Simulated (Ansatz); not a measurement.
# Si32Ni (cell with a defect): what the fields show

Input file:

```
crystal:
  lattice:
    - [-5.4338342764, 5.4338342764, -5.4338342764]
    - [5.4338342764, -5.4338342764, -5.4338342764]
    - [-5.4338342764, -5.4338342764, 5.4338342764]
  atoms:
    - { symbol: Si, position: [0.5, 0.0, 0.25] }
    - { symbol: Si, position: [0.25, 1.0, 0.5] }
    - { symbol: Si, position: [1.0, 1.0, 0.75] }
    - { symbol: Si, position: [0.75, 0.75, 0.25] }
    - { symbol: Si, position: [0.75, 1.0, 1.0] }
    - { symbol: Si, position: [0.5, 0.75, 0.5] }
    - { symbol: Si, position: [0.25, 0.75, 0.75] }
    - { symbol: Si, position: [0.0, 0.5, 0.25] }
    - { symbol: Si, position: [1.0, 0.75, 1.0] }
    - { symbol: Si, position: [0.75, 0.5, 0.5] }
    - { symbol: Si, position: [0.5, 0.5, 0.75] }
    - { symbol: Si, position: [0.25, 0.25, 0.25] }
    - { symbol: Si, position: [0.25, 0.5, 0.0] }
    - { symbol: Si, position: [1.0, 0.25, 0.5] }
    - { symbol: Si, position: [0.75, 0.25, 0.75] }
    - { symbol: Si, position: [0.5, 0.25, 0.0] }
    - { symbol: Si, position: [0.75, 0.25, 0.5] }
    - { symbol: Si, position: [0.5, 0.25, 0.75] }
    - { symbol: Si, position: [0.25, 0.25, 0.0] }
    - { symbol: Si, position: [0.0, 0.0, 0.5] }
    - { symbol: Si, position: [0.0, 0.25, 0.25] }
    - { symbol: Si, position: [0.75, 0.0, 0.75] }
    - { symbol: Si, position: [0.5, 0.0, 0.0] }
    - { symbol: Si, position: [0.25, 0.75, 0.5] }
    - { symbol: Si, position: [0.25, 0.0, 0.25] }
    - { symbol: Si, position: [0.0, 0.75, 0.75] }
    - { symbol: Si, position: [0.75, 0.75, 0.0] }
    - { symbol: Si, position: [0.5, 0.5, 0.5] }
    - { symbol: Si, position: [0.5, 0.75, 0.25] }
    - { symbol: Si, position: [0.25, 0.5, 0.75] }
    - { symbol: Si, position: [0.0, 0.5, 0.0] }
    - { symbol: Si, position: [0.75, 0.5, 0.25] }
    - { symbol: Ni, position: [-0.0126860392, 0.003188299, -0.0090145431], spin: 2.0 }
basis:
  ecutwfc: 420
  xc_grid: 2
kpoints:
  mp_grid: { grid: [2, 2, 2], shift: [0.5, 0.5, 0.5] }
hamiltonian:
  xc: pbesol
scf:
  occupations: { method: gaussian, width: 0.02 }
output:
  forces: true
  stress: false
  eigenvalues: true
  populations: true
  write_density: true
  write_potential: true
  elf: true
  volumetric_format: npy
magnetization:
  spin_polarized: true
relax:
  adjacent_minimum: "off"
  f_tol: 0.02
  max_steps: 60
```

Run with:

```sh
ansatz run input.yaml --threads 8 --pin off --max-ram 20480MiB --backend cpu --events-out ev --progress --plain --runs-dir out
```

The fields are those of the relaxed geometry.

The program warned that a starting moment wasn't kept; spin-polarised, but the moments vanished.

All numbers below come from Ansatz, DFT PBEsol, scalar-relativistic, plane waves, PAW.

Core electrons are frozen (PAW), and the valence fields are smoothed inside the atomic spheres.

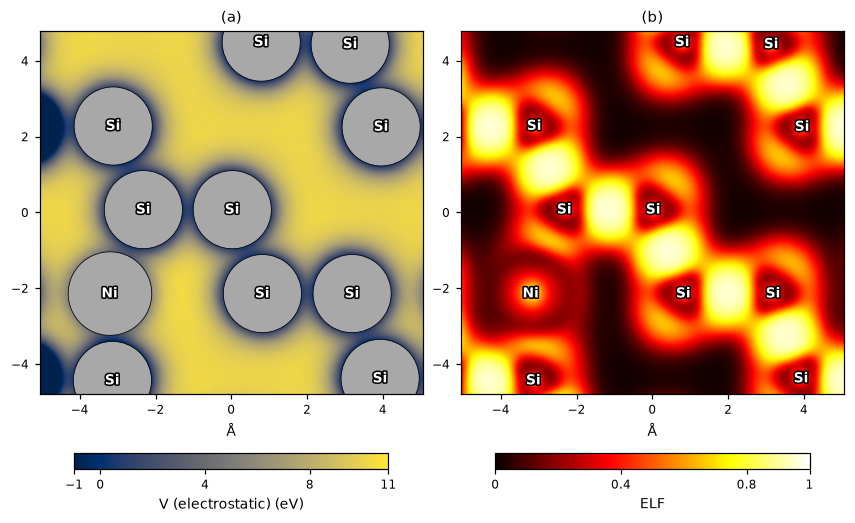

Figure 1. (a) electrostatic potential energy of an electron; (b) ELF on the (100) plane of the calculation cell. Grey discs cover the atomic cores in the potential map.

Interpret the plot.

Answer.
- The section cuts through Si and Ni sites.
- Si–Ni (2.29 Å): the ELF peaks at about 0.65 in the valence shell of Si, 0.9 Å from its nucleus, and is about 0.45 at the midpoint.
- Si–Si (2.33 Å): the ELF peaks at about 0.95 between the atoms.
- Si–Ni (2.38 Å): the ELF peaks at about 0.65 in the valence shell of Si, 0.9 Å from its nucleus, and is about 0.40 at the midpoint.
- The features right at Ni lie inside the PAW spheres, where the map follows smoothed inner orbitals and isn't to be read closely.
- Outside the cores the potential energy rises away from the atoms and is highest about 1.9 Å from the nearest atoms; its zero is arbitrary.

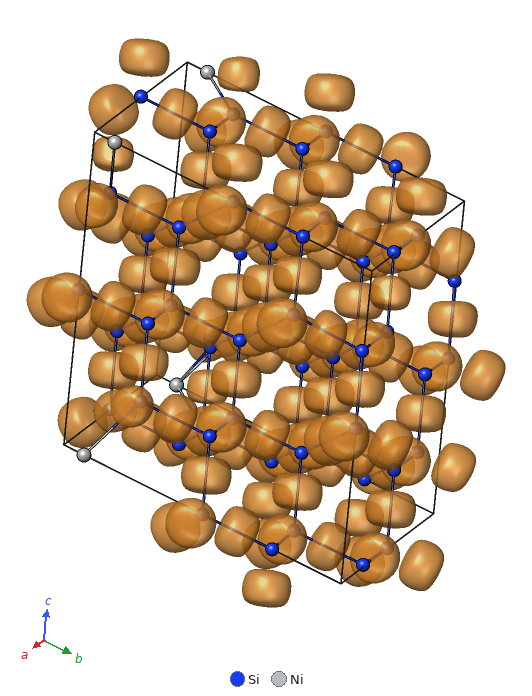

Figure 2. Isosurface of the ELF at 0.75 (orange), seen slightly off an axis. Core shells and regions of very low density are left out. Sticks mark near contacts.

Where are the electrons localised?

Answer. The surface consists of 64 regions between bonded Si–Si atoms (shared pairs), counted in one cell of 33 atoms. Any copies at cell faces, edges or corners count once.

Metal or insulator at this level of theory?

Answer. It is gapped, with a Kohn–Sham gap of 0.78 eV on the k-point mesh (the band edges may lie off the mesh, which would make the gap smaller).
